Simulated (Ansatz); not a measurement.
# Does disorder add resistance in series? Nb(100) layers with 25 % Li

Two lengths of the disordered region are known. What area resistance does the third give?

**Method.** Ansatz 0.2.0, plane waves with PAW datasets at their recommended cutoffs (420 eV for most), Fermi-Dirac smearing; ballistic transmission by layer matching. The area resistance is RA = A (h/2e²)(1/T − 1/N), with T the zone-mean transmission per spin and N the lead's channels, both averaged over a few energies near the Fermi level; for magnets each spin is taken apart, with h/e², and the two conduct in parallel. Lateral cell 2x2, PBE, a fresh random draw for each length.

The runs, with one result withheld:

```tsv
length (Å)	channels N	RA (fΩ m²)
6.61	10.90	0.815
13.2	10.78	1.30
19.8	10.73	?
```

**Estimate by hand.**

Ohm's law makes RA linear in the length: the slope is (1.30 − 0.815)/(13.2 − 6.61) = 0.0731 fΩ m² per Å, or 73 µΩ cm. Then 1.30 + 0.0731 × 6.61. Predicted: 1.78 fΩ m².

What the run gave:

1.67 fΩ m², so the prediction is 6.7 % too high. The three lengths together give 65 µΩ cm. The two increments are 0.48 and 0.37 fΩ m², roughly as Ohm's law has it, though with one draw for each length that is a weak test.

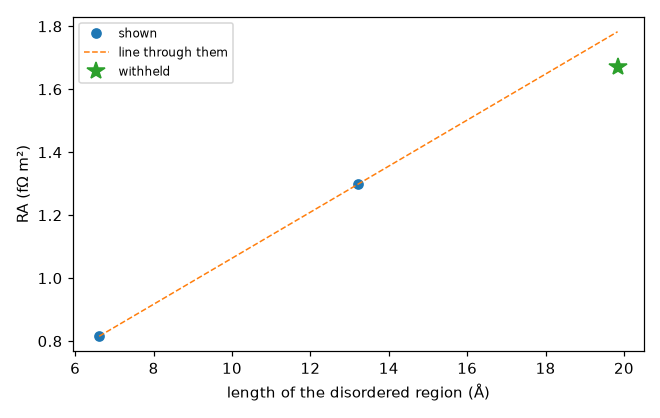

Area resistance against length.

Caveats: The scatterers repeat sideways with the small cell. The slope is a raw one; a model of isotropic scattering puts it 1.00 times the bulk value over these lengths. Atoms sit unrelaxed on the host's lattice, and the pair may not mix at random in practice.

[Logs are printed without paths, hosts, clocks, repeated set-up lines and the standing remarks that a program may print on its own settings, such as how far it seeks lower states.]
